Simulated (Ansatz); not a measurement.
Cell and atoms:

```yaml
crystal:
  lattice:
    - [2.55949, 0.00000, 0.00000]
    - [-1.27975, 2.21659, 0.00000]
    - [0.00000, 0.00000, 2.66071]
  atoms:
    - { symbol: Si, position: [0.00000, 0.00000, 0.00000] }
```

### What does this file describe?

The element is silicon. The symmetry is that of P6/mmm (No. 191), on a primitive hexagonal lattice. Prototype: simple hexagonal. The cell holds one atom. The numbers of neighbours within bonding distance are Si 6.

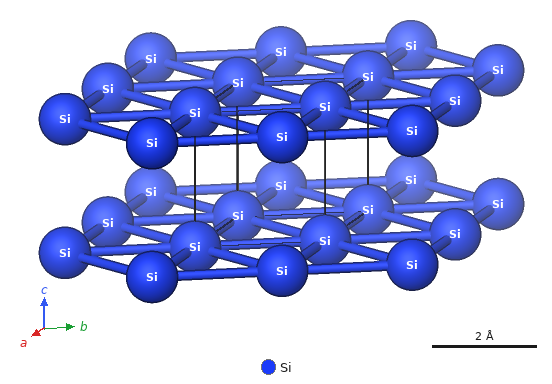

Structure drawing (ball-and-stick), viewed slightly off an axis. The outline marks the conventional unit cell. The bonded neighbours beyond the faces are included. Colours: silicon blue.

The initial geometry was a structure listed in the Materials Project. The cell was then strained or its atoms displaced on purpose. Ansatz was used for an electronic-structure calculation on it.
